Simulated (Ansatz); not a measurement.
## Band-structure calculation of SrVO3

The run: band-structure calculation of SrVO3 (Pm-3m, 5 atoms in the cell). Method and program: DFT PBE, scalar-relativistic, plane waves, PAW, spin-polarised (Ansatz 0.2.0).

The structure derives from an entry of the Crystallography Open Database.

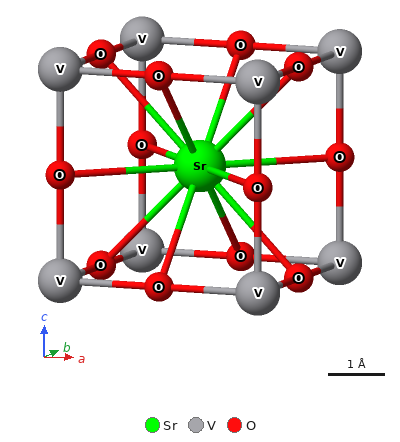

**Figure 1.** The structure as given in the input (ball-and-stick view of the cell of the calculation, seen slightly off an axis). An atom can appear more than once, as a periodic image.

**The input**
```yaml
crystal:
  lattice:
    - [3.858862068, 0.0, 0.0]
    - [0.0, 3.858862068, 0.0]
    - [0.0, 0.0, 3.858862068]
  atoms:
    - { symbol: Sr, position: [0.5, 0.5, 0.5] }
    - { symbol: V, position: [0.0, 0.0, 0.0], spin: 0.29 }
    - { symbol: O, position: [0.5, 0.0, 0.0] }
    - { symbol: O, position: [0.0, 0.5, 0.0] }
    - { symbol: O, position: [0.0, 0.0, 0.5] }
basis:
  ecutwfc: 420
kpoints:
  mp_grid: { grid: [10, 10, 10] }
  band_path:
    path:
      - [[0.0, 0.0, 0.0], [0.0, 0.5, 0.0], [0.5, 0.5, 0.0], [0.0, 0.0, 0.0], [0.5, 0.5, 0.5], [0.0, 0.5, 0.0]]
      - [[0.5, 0.5, 0.5], [0.5, 0.5, 0.0]]
    npoints: 14
hamiltonian:
  xc: pbe
scf:
  occupations: { method: gaussian, width: 0.1 }
  n_extra_bands: 12
output:
  forces: true
  stress: true
  eigenvalues: true
  populations: true
  dos: { projected: true, de: 0.02, nscf_kmesh: { grid: [15, 15, 15] } }
  bader: true
  write_density: true
  write_potential: true
  elf: true
  volumetric_format: npy
magnetization:
  spin_polarized: true
checkpoint:
  read: start.run
  write: ck
  compress: false
  write_wavefunctions: false
  write_every: 100000
```

Hardware: 1 thread of Arm Neoverse V1, 24 GiB of memory available, shared host.

Launched with:
```bash
ansatz run input.yaml --threads 1 --pin off --max-ram 2560MiB --backend cpu --events-out ev --progress --plain --runs-dir out
```

**Output**
```
Warning: checkpoint.read: spin seed differs: saved 7fd1f090b1ba…, current 75d4f88e66ea…; the loaded state replaces the seed-built initial guess (but the starting_ns of a DFT+U solve that opens without the state's occupation matrices), so the run may converge into the producing seed's basin, or, where the symmetry group that follows from this deck's starting moments and starting_ns does not hold the saved magnetisation, lose that magnetisation at its first build. Where atoms have moved since the state was saved, this difference can also decide whether moments are moved with them. A self-consistent run of this deck without the state starts from its starting moments and, under a DFT+U term, its starting_ns
scf.n_extra_bands = 12 over 21 filled bands (N_el = 41.0): the run solves 33 bands
Engine: ansatz 0.2.0, aarch64-unknown-linux-gnu
Pseudopotentials: kind: paw
Pseudopotential: Sr, paw, valence charge 10, recommended cutoff 420 eV (normal), Sr.paw.azcp
Pseudopotential: V, paw, valence charge 13, recommended cutoff 420 eV (normal), V.paw.azcp
Pseudopotential: O, paw, valence charge 6, recommended cutoff 420 eV (normal), O.paw.azcp
Functional definition: PBE
  parameter kappa = 0.804
  parameter beta = 0.06672455060314922
  exchange = pbe_x(kappa = kappa, mu = beta*pi^2/3)
  correlation = pbe_c(beta = beta)
Crystal: 5 atoms, lattice volume = 57.462 Å³
Basis set: ecut = 420 eV, 1141 PW (Γ), exchange–correlation on 54×54×54 points (8 copies of the dense FFT grid, shifted against one another)
Bands: 33, of which v1, the nominal top of the filled ones, is band 21 counted from 1 (20 counted from 0)
Symmetry: 48 space group operations
Space group: Pm-3m (ITA 221), of the structure as read, at distance tolerance 3.9e-5 Å
Magnetic group: BNS 221.92 (UNI 1594), of the structure as read, at distance tolerance 3.9e-5 Å
k-points: 56 of 1000
Non-local potential: Sr, projectors of the file, l = 0: 3, l = 1: 2, l = 2: 2
Non-local potential: V, projectors of the file, l = 0: 3, l = 1: 2, l = 2: 3, l = 3: 1
Non-local potential: O, projectors of the file, l = 0: 2, l = 1: 2, l = 2: 1
PAW form: soft (Blöchl's): semilocal exchange-correlation on the pseudo side does not see the compensation charge
PAW one-centre angular grid: Sr, 110 points (default); XC on 64 Gauss nodes
PAW one-centre angular grid: V, 590 points (default); XC on 64 Gauss nodes
PAW one-centre angular grid: O, 110 points (default); XC on 64 Gauss nodes
Initial density: read from a saved state, or passed on in memory by an earlier SCF of this step, an earlier step, the calling program or the single point that the run made first
Stability of the state it starts from, as read at its close in the collinear treatment: not read negative (Ritz values of 1 − χ₀K, real part plus size of imaginary part, from 1.1 to 1.2, by its mixing steps under the symmetry group of the SCF that read it); its run was given moments
Starting moments: Σ|m| = 0.29 μB on 1 of 5 sites; this step starts from the density that it was given
Initial wavefunctions: pseudopotential atomic-orbital guess
Functional: x = pbe(κ = 0.804, μ = 0.2195149727645171), c = pbe(β = 0.06672455060314922)
iter 1 solved again at ethr=1.24e-5 eV; its pass at ethr=3.10e-3 eV (dr2=5.07e-3 eV) is discarded
SCF iter   1: F=—  HF=-8165.255036 eV  |F-HF|=—  |Δ(HF+E_count)|=         —  Δρ=4.07e-6 (↑4.07e-6 ↓4.03e-6)  dr2=2.92e-8  dr2_m=3.04e-12  M=0.340 μB ∫|m|=0.356 μB  β_m=0.30  ethr=1.24e-5  ⟨swp⟩=2.7  Hψ=25204  notcnv=0
eigensolver tolerance schedule: the retry pair's looser diagonalisation over-reported the residual by 173662.36 of it (diagonalisation noise at an unbounded share of the residual, at the tolerance the schedule requests for it); recorded, not acted on — ethr = c·dr2/N_el stays at c = 1.0e-1
preconditioner: auto → Kerker (q_TF=auto, 2.579 Å⁻¹)  [metal: Δε(μ)=0.025 eV  Ē_g=15.478 eV  σ=0.100 eV  W_gap=0.14  n_scr=18 (ndim 8)  ℏωp=27.3 eV  f_vac=0.001  D(μ)=1.51/eV (n_scr^D=6)]
spin=Collinear: Kerker preconditioning applied to the charge; magnetization (m = ρ↑ − ρ↓) channel mixes plain (no charge-response kernel on spin).
SCF iter   2: F=—  HF=-8165.255047 eV  |F-HF|=—  |Δ(HF+E_count)|=   1.13e-5  Δρ=1.87e-6 (↑1.87e-6 ↓1.86e-6)  dr2=4.98e-9  dr2_m=8.03e-13  M=0.340 μB ∫|m|=0.356 μB  β_m=0.26  ethr=7.12e-11  ⟨swp⟩=15.0  Hψ=31664  notcnv=0
SCF iter   3: F=-8165.255047 eV  HF=-8165.255047 eV  |F-HF|=1.79e-9  |Δ(HF+E_count)|=  8.96e-10  Δρ=1.21e-6 (↑1.21e-6 ↓1.20e-6)  dr2=2.14e-9  dr2_m=3.96e-13  M=0.340 μB ∫|m|=0.356 μB  ethr=1.21e-11  ⟨swp⟩=5.5  Hψ=15472  notcnv=0
SCF 1 converged in 3 iterations: F = -8165.255047 eV  dr2 = 2.14e-9
  greatest PAW one-centre occupation: 1.000 electrons in one spin orbital (limit 2), on the V atom at site 1 (counted from 0), in its partial waves of l = 0
NSCF: frozen V_eff on 86 k-points
NSCF: frozen V_eff on 120 k-points
SCF converged after 3 iterations
Magnetization: 0.3400 μB (20.6700 up, 20.3300 down)
Absolute magnetization: 0.3566 μB (∫|ρ↑−ρ↓|, with the PAW one-centre terms)
Spin contamination: 0.0017 ħ² per cell (⟨S²⟩ above its minimum at these occupations)
Per-site moments (μB) at R_I (Å): [(0.0004393595298978877, 1.125558858577867), (0.2602080961683166, 0.7958903015250001), (-0.0014689135117185647, 0.7958903015250001), (-0.0014689135117185702, 0.7958903015250001), (-0.0014689135117184492, 0.7958903015250001)]
Free energy (F): -8165.255047 eV
Harris-Foulkes:  -8165.255047 eV  (|F-HF|=1.79e-9)
Internal energy: -8165.247496 eV  (E = F + TS)
E sigma→0 (E₀):  -8165.251272 eV
Entropy (-TS):   -0.007552 eV (-1.510 meV/atom)
Fermi energy:    12.322663 eV
--- Per-component energies (eV) ---
  E_band       = -228.672083
  E_kinetic    = 1109.523474
  E_local      = -2658.880818  (includes V_loc(G=0)·N_el)
  E_nonlocal   = 295.231114
  E_hartree    = 989.392105
  E_xc         = -527.936697
  E_vxc        = -613.709976  (∫ρ·V_xc dr)
  E_paw        = -4277.999191  (= ΣΔE_a)
  E_vpaw       = -339.630182  (= ΣTr[D̂ρ^β])
  E_aug_tail   = 0.007654  (compensation charges beyond the density's cutoff)
  E_ewald      = -3094.585137
  E_smearing   = -0.007552  (= −TS)
  E_closure    = -0.000000  (closes the sum)
  Σ components = -8165.255047   (vs F -8165.255047, Δ=0.00e0)
--- Forces (eV/Å), atoms counted from 1 ---
  atom   1  Sr    -0.00000000     0.00000000    -0.00000000
  atom   2  V      0.00000000    -0.00000000     0.00000000
  atom   3  O     -0.00000000    -0.00000000     0.00000000
  atom   4  O      0.00000000    -0.00000000     0.00000000
  atom   5  O      0.00000000    -0.00000000    -0.00000000
  max |Σ_I F_I| component: 3.07e-28 eV/Å
--- Stress (GPa, compression-positive) ---
        0.005543      -0.000000       0.000000
        0.000000       0.005543       0.000000
        0.000000       0.000000       0.005543
  P = ⅓ Tr σ = 0.0055 GPa (0.055 kbar)
--- Band table (eV; the first three rows and the last of 112) ---
  k-point 0 ↑: bands = ["-53.7074", "-27.5313", "-27.5313", "-27.5313", "-22.2193", "-7.3947", "-6.2285", "-6.2285", "-4.2253", "-4.2253", "-4.2253", "7.1313", "7.1313", "7.1313", "9.0748", "9.0748", "9.0748", "9.8994", "9.8994", "9.8994", "11.1844", "11.1844", "11.1844", "13.4585", "13.4585", "15.8939", "15.8939", "16.9206", "18.8094", "18.8094", "18.8094", "25.3540", "27.5987"]
  k-point 1 ↑: bands = ["-53.7073", "-27.5344", "-27.5312", "-27.5312", "-22.2164", "-7.3943", "-6.2475", "-6.2244", "-4.2197", "-4.2197", "-4.1556", "6.9887", "7.1262", "7.1262", "8.9058", "8.9058", "8.9832", "9.5628", "9.8035", "9.8035", "11.1946", "11.4609", "11.4609", "13.4604", "13.8023", "16.0635", "16.0783", "17.1605", "18.7910", "18.9247", "18.9247", "25.3683", "27.5668"]
  k-point 2 ↑: bands = ["-53.7072", "-27.5423", "-27.5308", "-27.5308", "-22.2089", "-7.4130", "-6.2581", "-6.2138", "-4.2049", "-4.2049", "-3.9897", "6.6146", "7.1149", "7.1149", "8.5240", "8.5240", "8.7582", "8.8943", "9.6666", "9.6666", "11.2217", "12.0130", "12.0130", "13.4644", "14.4944", "16.5359", "16.5581", "17.8299", "18.7422", "19.2299", "19.2299", "25.3115", "27.3234"]
  k-point 55 ↓: bands = ["-53.3626", "-27.2237", "-27.2237", "-27.2237", "-22.1457", "-6.0465", "-6.0465", "-6.0465", "-4.5236", "-4.5236", "-4.5236", "5.1730", "5.8980", "5.8980", "6.4859", "6.4859", "6.4859", "10.2763", "10.2763", "10.2763", "13.9782", "13.9782", "13.9782", "17.5149", "17.5149", "17.5149", "17.7334", "17.7334", "20.3291", "20.3291", "21.0250", "25.0504", "25.0504"]
--- Löwdin populations: 5 sites ---
  site symbol       q [e]    m [muB]
     0     Sr      8.2550     0.0002
     1      V     11.8331     0.3458
     2      O      6.8647    -0.0033
     3      O      6.8647    -0.0033
     4      O      6.8647    -0.0033
  spilling = 0.007754 (of n_electrons = 41.000000)
--- Bader charges: 5 sites ---
  site symbol  charge [e]  shift [e]    m [muB]
     0     Sr      1.5931     0.0000     0.0013
     1      V      2.0622     0.0028     0.3155
     2      O     -1.2184     0.0009     0.0077
     3      O     -1.2184     0.0009     0.0077
     4      O     -1.2184     0.0009     0.0077
  estimated error of the sums over rays = 7.2e-4 e
```

**File bader_charges.tsv**
```
# site	symbol	x_ang	y_ang	z_ang	partial_charge_e	electrons	volume_ang3	relative_density_drop	shared_charge_e	partial_wave_shift_e	spin_moment_mub
# quadrature_error_electrons = 7.2e-4
0	Sr	1.9294	1.9294	1.9294	1.59307	36.40693	15.20	-	1.59307	0.00000	0.00129
1	V	0.0000	0.0000	0.0000	2.06221	20.93779	6.92	-	2.06221	0.00281	0.31552
2	O	1.9294	0.0000	0.0000	-1.21843	9.21843	11.78	-	-1.21843	0.00094	0.00772
3	O	0.0000	1.9294	0.0000	-1.21843	9.21843	11.78	-	-1.21843	0.00094	0.00772
4	O	0.0000	0.0000	1.9294	-1.21843	9.21843	11.78	-	-1.21843	0.00094	0.00772
```

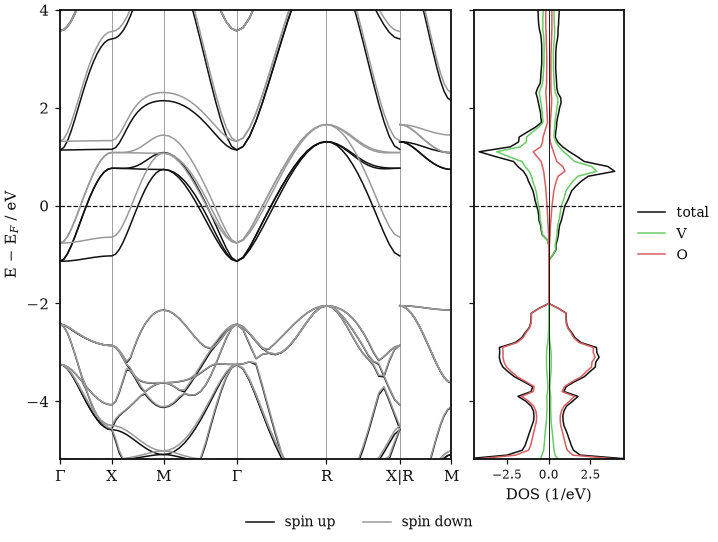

**Figure 2.** Band structure along Γ–X–M–Γ–R–X|R–M and density of states (projected on Löwdin-orthogonalised atomic shells), with energies from the Fermi level. Bands cross the Fermi level: a metal at this level of theory.

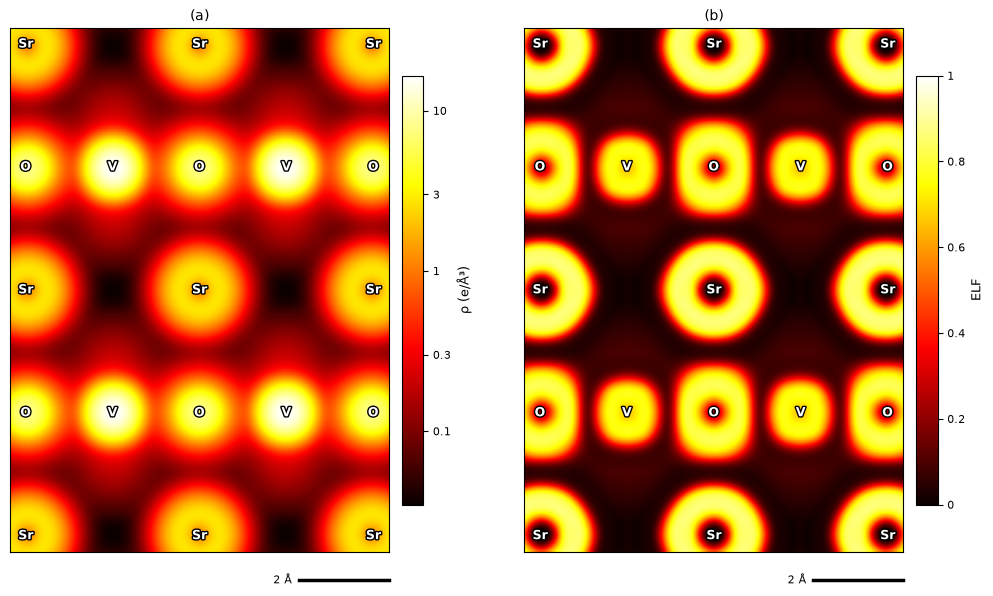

**Figure 3.** (a) valence electron density; (b) ELF on the (101̄) plane of the conventional cell. The section cuts through Sr, V and O sites. V–O (1.93 Å): ρ is about 0.72 e/Å³ halfway; the ELF is about 0.20 at the midpoint; no shared pair; the contact is polar. Sr–O (2.73 Å): ρ at the midpoint is about 0.15 e/Å³; the ELF is about 0.05 at the midpoint; no shared pair; the contact is polar. Away from the nuclei the density in this plane falls to 0.03 e/Å³ at its lowest. The strong features right at Sr and V lie inside the PAW spheres (semicore, d or f shells) and say nothing about bonding. Core electrons are frozen (PAW), so the fields are smoothed inside the atomic spheres.

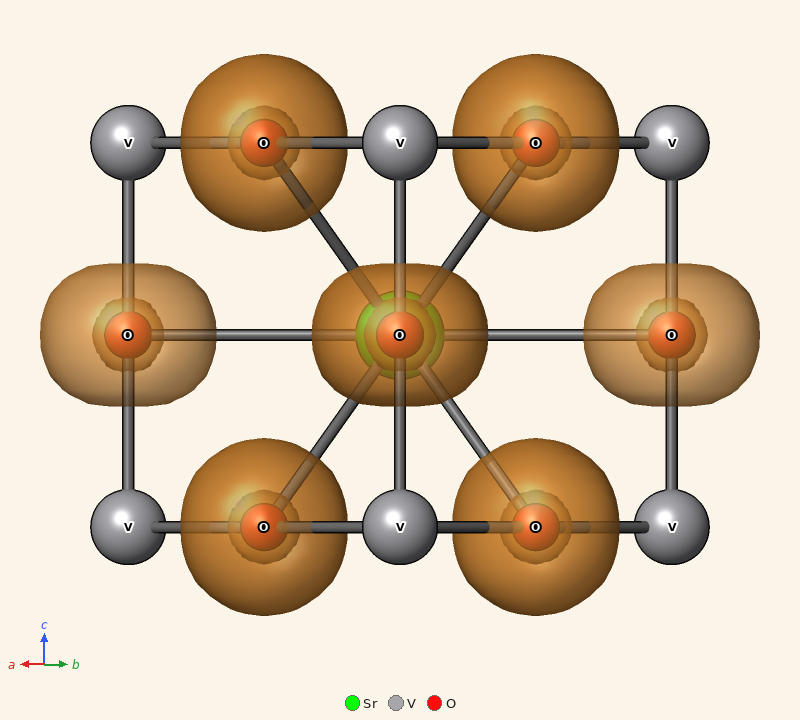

**Figure 4.** Isosurface of the electron localisation function at 0.7 (orange), seen along [110]. Only the valence region is drawn (cores and ρ < 0.01 e/Å³ removed). Sticks mark near contacts. The outline is the cell set on symmetry axes. Profiles from the grid: V–O (1.93 Å): the ELF is about 0.20 at the midpoint; a polar contact without a shared pair, in a metal. Sr–O (2.73 Å): the ELF is about 0.05 at the midpoint (no shared pair; the contact is polar).

**Results in brief**

- outcome: converged
- space group (tolerance 0.01 Å): Pm-3m (221)
- electrons treated: 41
- free energy: −8165.2550 eV
- Fermi energy: 12.323 eV
- gap on the k-point mesh: none (metallic)
- net moment of the cell: 0.34 μB
- integrated absolute moment: 0.36 μB
- pressure: 0.01 GPa
- largest force (length of the vector): under 0.001 eV/Å
- wall time: 75 s
- peak memory: 0.44 GiB

Warnings of the run: the state was not tested for a lower one.
